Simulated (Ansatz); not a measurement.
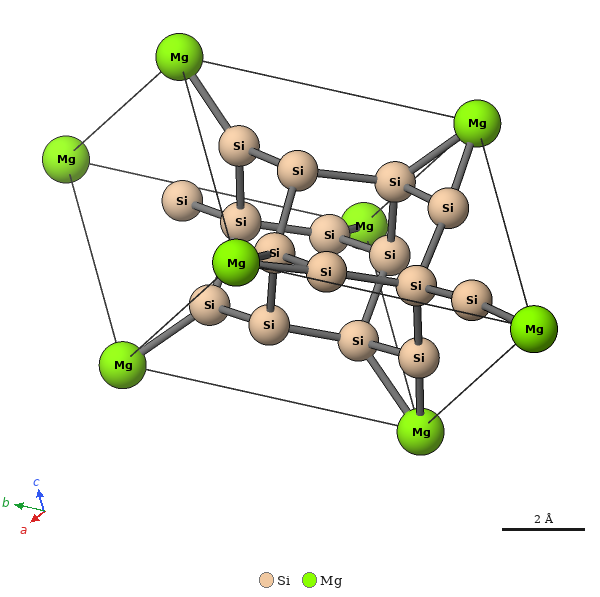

The input geometry (ball-and-stick view of the cell of the calculation, seen at an oblique angle). Near neighbours in the crystal (not all of them lie inside the picture): Si has 1 Mg at 2.36 to 2.79 Å and 4 Si at 2.18 to 2.63 Å; Si has 4 Si at 2.31 to 2.54 Å; Mg has 10 Si at 2.36 to 2.79 Å.

## Run report: MgSi16, geometry relaxation (part 1 of 2)

System: MgSi16 (defect cell, 17 atoms in the cell).
Method: DFT PBE, scalar-relativistic, plane waves, PAW, no spin polarisation (Ansatz 0.2.0).

The structure derives from a Materials Project entry. It belongs to a series of runs on one base structure; here: Mg interstitial, charge +0, atoms relaxed at the host's cell.

The input
```yaml
crystal:
  lattice:
    - [0.0, 5.4700937624, -5.4700937624]
    - [5.4700937624, 5.4700937624, 0.0]
    - [5.4700937624, 0.0, -5.4700937624]
  atoms:
    - { symbol: Si, position: [0.1033800819, 0.1400625579, 0.1414376633] }
    - { symbol: Si, position: [0.1173391558, 0.6251864654, 0.13000159] }
    - { symbol: Si, position: [0.6287382931, 0.1199429616, 0.1301132759] }
    - { symbol: Si, position: [0.625, 0.625, 0.125] }
    - { symbol: Si, position: [0.1468749439, 0.111386079, 0.6199590053] }
    - { symbol: Si, position: [0.125, 0.625, 0.625] }
    - { symbol: Si, position: [0.625, 0.125, 0.625] }
    - { symbol: Si, position: [0.625, 0.625, 0.625] }
    - { symbol: Si, position: [0.2511900532, 0.7244754285, 0.2559114424] }
    - { symbol: Si, position: [0.25, 0.25, 0.25] }
    - { symbol: Si, position: [0.7612349139, 0.7498710984, 0.2487890731] }
    - { symbol: Si, position: [0.7595288368, 0.2537410979, 0.2349662597] }
    - { symbol: Si, position: [0.2299629689, 0.7567081685, 0.7553130819] }
    - { symbol: Si, position: [0.2534155718, 0.2223069634, 0.765031167] }
    - { symbol: Si, position: [0.75, 0.75, 0.75] }
    - { symbol: Si, position: [0.7498605999, 0.257167738, 0.7443552287] }
    - { symbol: Mg, position: [0.0015039186, -0.0019339936, -0.0038619325] }
  host:
    lattice:
      - [0.0, 2.7350468812, 2.7350468812]
      - [2.7350468812, 0.0, 2.7350468812]
      - [2.7350468812, 2.7350468812, 0.0]
    atoms:
      - { symbol: Si, position: [0.75, 0.75, 0.75] }
      - { symbol: Si, position: [0.5, 0.5, 0.5] }
basis:
  ecutwfc: 420
  xc_grid: 2
kpoints:
  mp_grid: { grid: [2, 2, 2], shift: [0.0, 0.0, 0.0] }
hamiltonian:
  xc: pbe
scf:
  occupations: { method: gaussian, width: 0.01 }
output:
  forces: true
  stress: false
  eigenvalues: true
  charged_corrections:
    defect_position: [0.0, 0.0, 0.0]
    epsilon: [[12.9823, 0.0, 0.0], [0.0, 12.9823, 0.0], [0.0, 0.0, 12.9823]]
  write_density: true
  write_potential: true
  elf: true
  volumetric_format: npy
relax:
  adjacent_minimum: "off"
  f_tol: 0.025
  max_steps: 45
```

Command:
```bash
ansatz run input.yaml --threads 4 --pin off --max-ram 8192MiB --backend cpu --events-out ev --progress --plain --runs-dir out
```

Log
```
Engine: ansatz 0.2.0, x86_64-unknown-linux-gnu
Pseudopotentials: kind: paw
Pseudopotential: Si, paw, valence charge 4, recommended cutoff 420 eV (normal), Si.paw.azcp
Pseudopotential: Mg, paw, valence charge 10, recommended cutoff 420 eV (normal), Mg.paw.azcp
Functional definition: PBE
  parameter kappa = 0.804
  parameter beta = 0.06672455060314922
  exchange = pbe_x(kappa = kappa, mu = beta*pi^2/3)
  correlation = pbe_c(beta = beta)
Crystal: 17 atoms, lattice volume = 327.351 Å³
Basis set: ecut = 420 eV, 6375 PW (Γ), exchange–correlation on 108×108×108 points (8 copies of the dense FFT grid, shifted against one another)
Bands: 54, of which v1, the nominal top of the filled ones, is band 37 counted from 1 (36 counted from 0)
Symmetry: 1 space group operations
Space group: P1 (ITA 1), of the structure as read, at distance tolerance 6.9e-5 Å
k-points: 8
Non-local potential: Si, projectors of the file, l = 0: 2, l = 1: 2, l = 2: 2
Non-local potential: Mg, projectors of the file, l = 0: 3, l = 1: 2, l = 2: 1
PAW form: soft (Blöchl's): semilocal exchange-correlation on the pseudo side does not see the compensation charge
PAW one-centre angular grid: Si, 110 points (default); XC on 64 Gauss nodes
PAW one-centre angular grid: Mg, 110 points (default); XC on 64 Gauss nodes
Initial density: superposition of atomic densities (neutral atoms: chi_scale 0, normalization atom), corrected by the library's trained network
Initial wavefunctions: pseudopotential atomic-orbital guess
Functional: x = pbe(κ = 0.804, μ = 0.2195149727645171), c = pbe(β = 0.06672455060314922)
SCF iter   1: F=—  HF=-12091.782908 eV  |F-HF|=—  |Δ(HF+E_count)|=         —  Δρ=2.46e-3  dr2=5.20e-2  ethr=1.77e-3  ⟨swp⟩=8.5  Hψ=2337  notcnv=0  defer=25
preconditioner: auto → Resta (q_TF=auto, 2.129 Å⁻¹)  ε∞=5.5  [insulator: Δε(μ)=0.047 eV  Ē_g=7.868 eV  σ=0.010 eV  W_gap=1.00  n_scr=58 (ndim 8)  ℏωp=16.7 eV  f_vac=0.000  D(μ)=0.12/eV (n_scr^D=0)  ε∞_Penn≈5.5]
SCF iter   2: F=—  HF=-12091.775172 eV  |F-HF|=—  |Δ(HF+E_count)|=   7.74e-3  Δρ=1.41e-3  dr2=1.47e-2  ethr=7.02e-5  ⟨swp⟩=2.5  Hψ=838  notcnv=0  defer=75
SCF iter   3: F=—  HF=-12091.773264 eV  |F-HF|=—  |Δ(HF+E_count)|=   1.91e-3  Δρ=5.24e-4  dr2=1.63e-3  ethr=1.99e-5  ⟨swp⟩=3.0  Hψ=734  notcnv=0  defer=77
SCF iter   4: F=—  HF=-12091.773257 eV  |F-HF|=—  |Δ(HF+E_count)|=   7.49e-6  Δρ=3.41e-4  dr2=1.25e-3  ethr=2.20e-6  ⟨swp⟩=2.0  Hψ=667  notcnv=0  defer=77
SCF iter   5: F=—  HF=-12091.773196 eV  |F-HF|=—  |Δ(HF+E_count)|=   6.09e-5  Δρ=1.63e-4  dr2=2.28e-4  ethr=1.69e-6  ⟨swp⟩=2.4  Hψ=520  notcnv=0  defer=77
SCF iter   6: F=—  HF=-12091.773212 eV  |F-HF|=—  |Δ(HF+E_count)|=   1.59e-5  Δρ=5.73e-5  dr2=2.80e-5  ethr=3.08e-7  ⟨swp⟩=2.4  Hψ=611  notcnv=0  defer=77
SCF iter   7: F=-12091.773210 eV  HF=-12091.773216 eV  |F-HF|=6.21e-6  |Δ(HF+E_count)|=   4.41e-6  Δρ=3.58e-5  dr2=1.17e-5  ethr=2.11e-8  ⟨swp⟩=19.9  Hψ=3974  notcnv=0
SCF 1 converged in 7 iterations: F = -12091.773210 eV  dr2 = 1.17e-5
  Residual-converged pass: ⟨swp⟩=1.0  Hψ=464  notcnv=0  max |occ|·‖R‖ = 7.0e-9 eV (tolerance 1.0e-8 eV)  dr2=1.17e-5  dr2_onsite=2.08e-7  max |Δocc| = 3.0e-10
  greatest PAW one-centre occupation: 1.000 electrons in one spin orbital (limit 2), on the Mg atom at site 16 (counted from 0), in its partial waves of l = 0
relax step   1: F+E_penalty+E_count = -12091.77320982 eV  Δ(F+E_penalty+E_count) = +0.000e0 eV  max|allowed force component| = 2.226e0 eV/Å  Δτ_max = 0.0000 Å  (7 SCF iters, dr2 threshold 1.56e-5 eV, accepted)
Initial density: handed on by an earlier stage of this run
Initial wavefunctions: those handed on with the density
iter 1 solved again at ethr=4.97e-4 eV; its pass at ethr=3.10e-3 eV (dr2=3.68e-1 eV) is discarded
SCF iter   1: F=—  HF=-12093.100295 eV  |F-HF|=—  |Δ(HF+E_count)|=         —  Δρ=6.83e-3  dr2=3.63e-1  ethr=4.97e-4  ⟨swp⟩=1.4  Hψ=1702  notcnv=0  defer=75
preconditioner: auto → Kerker (q_TF=auto, 2.129 Å⁻¹)  [metal: Δε(μ)=0.007 eV  Ē_g=7.888 eV  σ=0.010 eV  W_gap=0.38  n_scr=58 (ndim 8)  ℏωp=16.7 eV  f_vac=0.000  D(μ)=27.70/eV (n_scr^D=330)]
SCF iter   2: F=—  HF=-12093.045060 eV  |F-HF|=—  |Δ(HF+E_count)|=   5.52e-2  Δρ=3.91e-3  dr2=1.21e-1  ethr=4.91e-4  ⟨swp⟩=2.0  Hψ=376  notcnv=0  defer=75
SCF iter   3: F=—  HF=-12093.020691 eV  |F-HF|=—  |Δ(HF+E_count)|=   2.44e-2  Δρ=9.30e-4  dr2=6.18e-3  ethr=1.63e-4  ⟨swp⟩=3.0  Hψ=639  notcnv=0  defer=75
SCF iter   4: F=—  HF=-12093.020471 eV  |F-HF|=—  |Δ(HF+E_count)|=   2.20e-4  Δρ=4.31e-4  dr2=1.78e-3  ethr=8.35e-6  ⟨swp⟩=2.1  Hψ=605  notcnv=0  defer=75
SCF iter   5: F=—  HF=-12093.020411 eV  |F-HF|=—  |Δ(HF+E_count)|=   6.04e-5  Δρ=2.09e-4  dr2=4.17e-4  ethr=2.41e-6  ⟨swp⟩=1.0  Hψ=357  notcnv=0  defer=75
SCF iter   6: F=—  HF=-12093.020407 eV  |F-HF|=—  |Δ(HF+E_count)|=   3.75e-6  Δρ=1.04e-4  dr2=1.06e-4  ethr=5.63e-7  ⟨swp⟩=1.2  Hψ=359  notcnv=0  defer=75
SCF iter   7: F=-12093.020404 eV  HF=-12093.020405 eV  |F-HF|=1.77e-6  |Δ(HF+E_count)|=   1.40e-6  Δρ=2.38e-5  dr2=4.97e-6  ethr=1.35e-7  ⟨swp⟩=20.1  Hψ=4081  notcnv=0
SCF 2 converged in 7 iterations: F = -12093.020404 eV  dr2 = 4.97e-6
relax step   2: F+E_penalty+E_count = -12093.02040370 eV  Δ(F+E_penalty+E_count) = -1.247e0 eV  max|allowed force component| = 9.640e-1 eV/Å  Δτ_max = 0.1405 Å  (7 SCF iters, dr2 threshold 1.00e-4 eV, accepted)
iter 1 solved again at ethr=2.38e-4 eV; its pass at ethr=3.10e-3 eV (dr2=1.76e-1 eV) is discarded
SCF iter   1: F=—  HF=-12093.233455 eV  |F-HF|=—  |Δ(HF+E_count)|=         —  Δρ=5.33e-3  dr2=1.75e-1  ethr=2.38e-4  ⟨swp⟩=1.8  Hψ=1679  notcnv=0  defer=78
preconditioner: auto → Kerker (q_TF=auto, 2.129 Å⁻¹)  [metal: Δε(μ)=0.005 eV  Ē_g=7.884 eV  σ=0.010 eV  W_gap=0.27  n_scr=58 (ndim 8)  ℏωp=16.7 eV  f_vac=0.000  D(μ)=26.70/eV (n_scr^D=330)]
SCF iter   2: F=—  HF=-12093.210168 eV  |F-HF|=—  |Δ(HF+E_count)|=   2.33e-2  Δρ=3.09e-3  dr2=5.77e-2  ethr=2.37e-4  ⟨swp⟩=1.9  Hψ=361  notcnv=0  defer=78
SCF iter   3: F=—  HF=-12093.199889 eV  |F-HF|=—  |Δ(HF+E_count)|=   1.03e-2  Δρ=5.86e-4  dr2=2.19e-3  ethr=7.79e-5  ⟨swp⟩=3.0  Hψ=614  notcnv=0  defer=78
SCF iter   4: F=—  HF=-12093.199774 eV  |F-HF|=—  |Δ(HF+E_count)|=   1.15e-4  Δρ=2.29e-4  dr2=4.23e-4  ethr=2.95e-6  ⟨swp⟩=2.8  Hψ=585  notcnv=0  defer=78
SCF iter   5: F=—  HF=-12093.199757 eV  |F-HF|=—  |Δ(HF+E_count)|=   1.66e-5  Δρ=1.01e-4  dr2=7.21e-5  ethr=5.71e-7  ⟨swp⟩=1.4  Hψ=427  notcnv=0  defer=78
SCF iter   6: F=-12093.199750 eV  HF=-12093.199756 eV  |F-HF|=6.26e-6  |Δ(HF+E_count)|=   1.56e-6  Δρ=3.95e-5  dr2=1.47e-5  ethr=7.85e-8  ⟨swp⟩=21.1  Hψ=4577  notcnv=0
SCF 3 converged in 6 iterations: F = -12093.199750 eV  dr2 = 1.47e-5
relax step   3: F+E_penalty+E_count = -12093.19974954 eV  Δ(F+E_penalty+E_count) = -1.793e-1 eV  max|allowed force component| = 1.390e-1 eV/Å  Δτ_max = 0.1252 Å  (6 SCF iters, dr2 threshold 5.81e-5 eV, accepted)
SCF iter   1: F=—  HF=-12093.216480 eV  |F-HF|=—  |Δ(HF+E_count)|=         —  Δρ=2.31e-3  dr2=1.22e-2  ethr=4.78e-4  ⟨swp⟩=3.2  Hψ=990  notcnv=0  defer=78
preconditioner: auto → Resta (q_TF=auto, 2.129 Å⁻¹)  ε∞=5.5  [insulator: Δε(μ)=0.067 eV  Ē_g=7.881 eV  σ=0.010 eV  W_gap=0.60  n_scr=58 (ndim 8)  ℏωp=16.7 eV  f_vac=0.000  D(μ)=38.21/eV (n_scr^D=536)  ε∞_Penn≈5.5]
SCF iter   2: F=—  HF=-12093.215595 eV  |F-HF|=—  |Δ(HF+E_count)|=   8.86e-4  Δρ=1.31e-3  dr2=3.70e-3  ethr=1.65e-5  ⟨swp⟩=2.0  Hψ=587  notcnv=0  defer=78
SCF iter   3: F=—  HF=-12093.215359 eV  |F-HF|=—  |Δ(HF+E_count)|=   2.35e-4  Δρ=1.23e-4  dr2=6.54e-5  ethr=5.00e-6  ⟨swp⟩=2.2  Hψ=605  notcnv=0  defer=78
SCF iter   4: F=—  HF=-12093.215301 eV  |F-HF|=—  |Δ(HF+E_count)|=   5.84e-5  Δρ=3.29e-5  dr2=3.52e-6  ethr=8.84e-8  ⟨swp⟩=2.1  Hψ=520  notcnv=0  defer=78
SCF iter   5: F=-12093.215303 eV  HF=-12093.215303 eV  |F-HF|=1.01e-7  |Δ(HF+E_count)|=   1.69e-6  Δρ=7.71e-6  dr2=2.73e-7  ethr=1.63e-9  ⟨swp⟩=20.1  Hψ=3886  notcnv=0
SCF 4 converged in 5 iterations: F = -12093.215303 eV  dr2 = 2.73e-7
relax step   4: F+E_penalty+E_count = -12093.21530263 eV  Δ(F+E_penalty+E_count) = -1.555e-2 eV  max|allowed force component| = 2.781e-2 eV/Å  Δτ_max = 0.0475 Å  (5 SCF iters, dr2 threshold 1.21e-6 eV, accepted)
SCF iter   1: F=—  HF=-12093.215840 eV  |F-HF|=—  |Δ(HF+E_count)|=         —  Δρ=4.81e-4  dr2=5.54e-4  ethr=6.58e-6  ⟨swp⟩=3.4  Hψ=960  notcnv=0  defer=78
preconditioner: auto → Resta (q_TF=auto, 2.129 Å⁻¹)  ε∞=5.5  [insulator: Δε(μ)=0.075 eV  Ē_g=7.875 eV  σ=0.010 eV  W_gap=0.66  n_scr=58 (ndim 8)  ℏωp=16.7 eV  f_vac=0.000  D(μ)=38.56/eV (n_scr^D=536)  ε∞_Penn≈5.5]
SCF iter   2: F=—  HF=-12093.215805 eV  |F-HF|=—  |Δ(HF+E_count)|=   3.49e-5  Δρ=2.72e-4  dr2=1.58e-4  ethr=7.48e-7  ⟨swp⟩=1.0  Hψ=504  notcnv=0  defer=78
SCF iter   3: F=—  HF=-12093.215794 eV  |F-HF|=—  |Δ(HF+E_count)|=   1.08e-5  Δρ=2.65e-5  dr2=2.29e-6  ethr=2.13e-7  ⟨swp⟩=1.2  Hψ=388  notcnv=0  defer=78
SCF iter   4: F=—  HF=-12093.215733 eV  |F-HF|=—  |Δ(HF+E_count)|=   6.14e-5  Δρ=5.92e-6  dr2=1.19e-7  ethr=3.09e-9  ⟨swp⟩=2.1  Hψ=543  notcnv=0  defer=78
SCF iter   5: F=-12093.215733 eV  HF=-12093.215733 eV  |F-HF|=6.91e-10  |Δ(HF+E_count)|=   4.52e-8  Δρ=1.73e-6  dr2=1.41e-8  ethr=1.35e-10  ⟨swp⟩=16.2  Hψ=3050  notcnv=0
SCF 5 converged in 5 iterations: F = -12093.215733 eV  dr2 = 1.41e-8
relax step   5: F+E_penalty+E_count = -12093.21573256 eV  Δ(F+E_penalty+E_count) = -4.299e-4 eV  max|allowed force component| = 4.772e-3 eV/Å  Δτ_max = 0.0104 Å  (5 SCF iters, accepted)
```

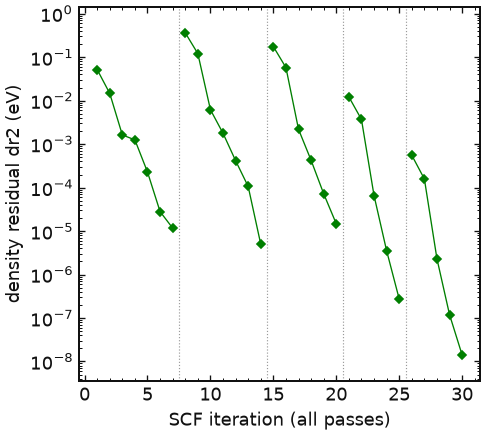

Convergence of the self-consistent field: density residual dr2 against the SCF iteration. The dotted lines part the SCF passes of the relaxation: geometry steps, rejected trials and re-solves on a re-selected basis. The 5 passes take 5 to 7 iterations each, 30 in all.

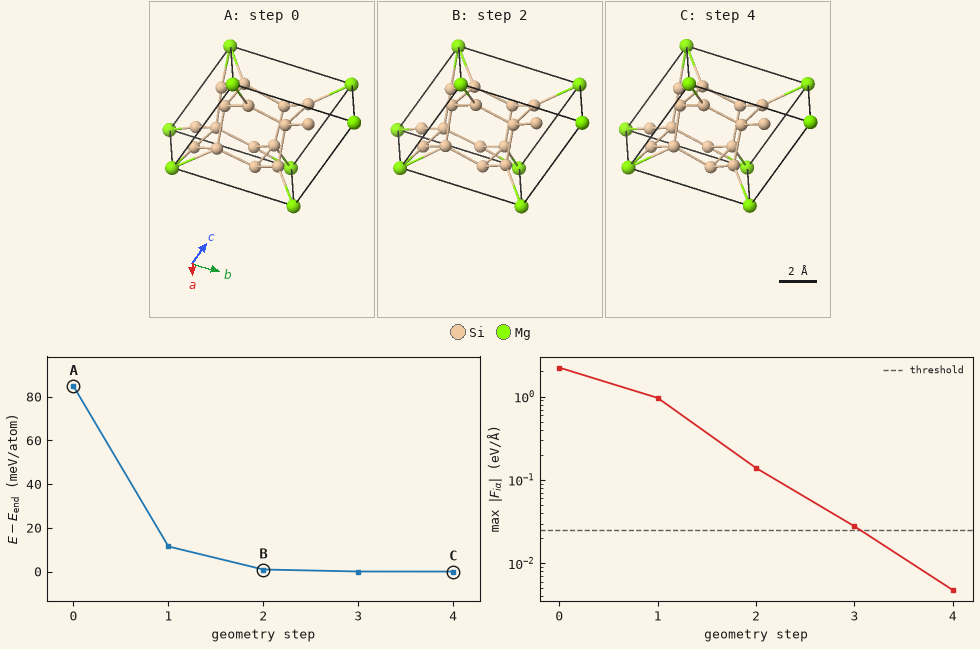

Frames of the relaxation (ball-and-stick view of the cell of the calculation, seen at an oblique angle) above the curves, on which the letters mark them (the first geometry is step 0 here and step 1 in the log).

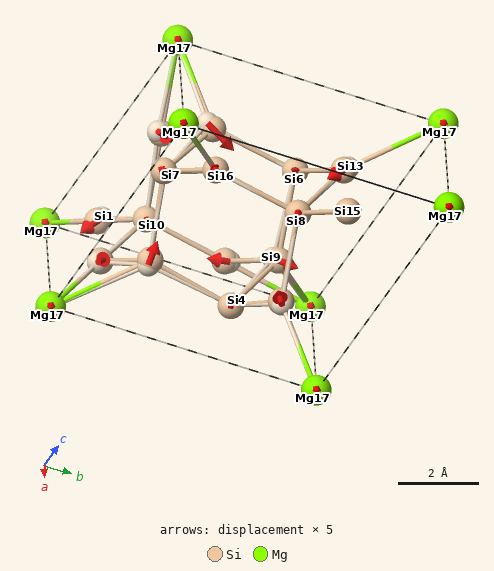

Start (faint) and end (solid) with the displacements as red arrows, magnified 5 times (ball-and-stick view of the cell of the calculation, seen at an oblique angle). The energy falls by 84.9 meV per atom in 4 geometry steps. The largest force component goes from 2.2 to 0.0048 eV/Å. The largest move is that of Si14, 0.19 Å. By element the largest moves are Si 0.19 Å, Mg 0.04 Å. The lattice vectors keep their values. Distances before and after: Si1–Si12 2.178 → 2.425 Å, Si1–Si9 2.630 → 2.425 Å, Si6–Si14 2.544 → 2.357 Å, Si2–Si11 2.250 → 2.425 Å. Among the angles that change: Si9–Si1–Si14 99.0° → 108.0°, Si10–Si1–Mg17 171.5° → 180.0°, Si7–Si14–Mg17 131.9° → 123.9°. (Atoms are counted from 1 in the order of the input.)

```
SCF converged after 5 iterations
Free energy (F): -12093.215733 eV
Harris-Foulkes:  -12093.215733 eV  (|F-HF|=6.91e-10)
Internal energy: -12093.213804 eV  (E = F + TS)
E sigma→0 (E₀):  -12093.214768 eV
Entropy (-TS):   -0.001928 eV (-0.113 meV/atom)
Fermi energy:    7.316817 eV
--- Per-component energies (eV) ---
  E_band       = -251.002139
  E_kinetic    = 731.178789
  E_local      = -2493.325652  (includes V_loc(G=0)·N_el)
  E_nonlocal   = 509.468506
  E_hartree    = 928.775343
  E_xc         = -914.941931
  E_vxc        = -789.520666  (∫ρ·V_xc dr)
  E_paw        = -8496.594019  (= ΣΔE_a)
  E_vpaw       = -66.353907  (= ΣTr[D̂ρ^β])
  E_aug_tail   = 0.000101  (compensation charges beyond the density's cutoff)
  E_ewald      = -2357.774942
  E_smearing   = -0.001928  (= −TS)
  E_closure    = 0.000000  (closes the sum)
  Σ components = -12093.215733   (vs F -12093.215733, Δ=0.00e0)
```
